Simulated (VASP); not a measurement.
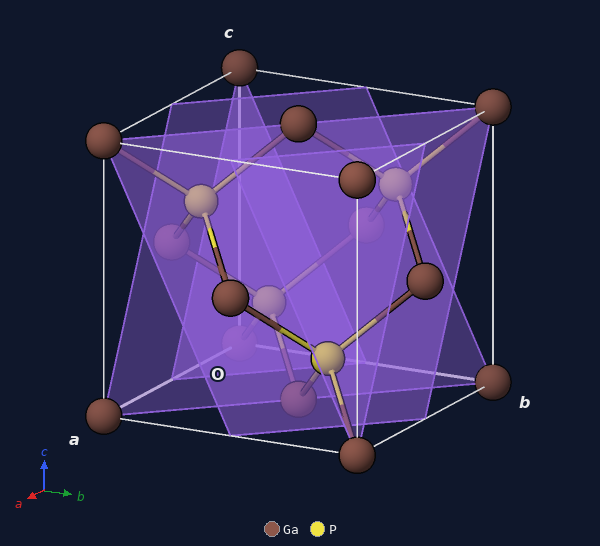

For GaP, coordinates from a relaxation with VASP, VASP Kohn-Sham DFT of a periodic cell, HSEsol, VASP PAW PBE potentials, recommended: every member of one family of equally spaced planes, hx + ky + lz = a whole number, that cuts the unit cell is shaded (one member passes through the origin O, touching the cell only at an edge or corner). All values are computed from the atomic coordinates in the standard setting (tolerance 0.002 Å).

a = 5.426 Å, b = 5.426 Å, c = 5.426 Å, α = 90.00°, β = 90.00°, γ = 90.00°.

**Index the planes.**

(2 2 1); the opposite sign names the same planes. The member next to the origin meets the axes a at 1/2, b at 1/2, c at 1.

**What is the spacing?**

d = 1.809 Å.

**Which atoms of the cell lie in these planes (within 0.03 Å)?**

2 of the 4 Ga.
